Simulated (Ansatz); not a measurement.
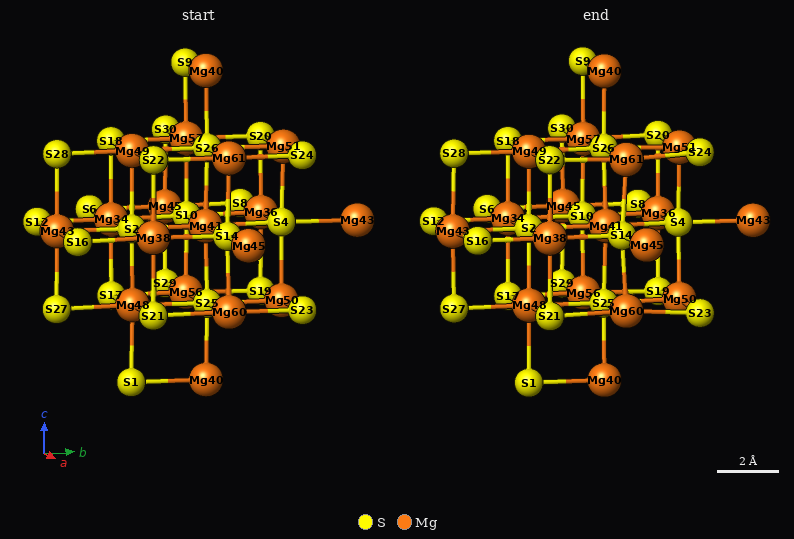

The structure of a defect cell of composition S$_{32}$Mg$_{31}$ (cell charge −2) before (left) and after (right) a relaxation, at one scale.

A ball-and-stick model of the atoms within 5.8 Å of the atom that moves most (axes of the cell of the calculation), seen slightly off an axis.

The calculation used DFT, PBEsol, PAW, plane waves (Ansatz 0.2.0). Set-up: plane-wave cutoff 420 eV; k-point mesh 1 × 1 × 1; mesh shifted by (0.25, 0.25, 0.25); no spin polarisation; atoms relaxed in a fixed cell; force threshold 0.03 eV/Å; at most 80 steps.

Question: What changed between the two?

Answer: The atom that moves furthest is Mg41 (0.13 Å roughly along [1 1 0]). Largest moves by element: Mg 0.13 Å, S 0.11 Å. The lattice vectors keep their values. Near-neighbour distances that change, for instance: S12–Mg43 2.516 → 2.640 Å, S16–Mg38 2.605 → 2.486 Å, S2–Mg38 2.529 → 2.622 Å, S4–Mg36 2.579 → 2.486 Å. Bond angles that change, for instance: S4–Mg43–S16 89.1° → 96.9°, S2–Mg41–S10 93.0° → 86.4°, Mg41–S14–Mg45 179.2° → 173.1°. Over 3 geometry steps the energy falls by 0.728 eV per cell of the calculation. Largest force component: 0.72 eV/Å at the start, 0.019 eV/Å at the end. Cost: 3.1 s on 1 × NVIDIA GB200 with 8 threads of Arm Neoverse-V2, peak memory 1.9 GiB.

Limits of the set-up: the cell is charged, on a uniform background, and energies carry no finite-size correction.
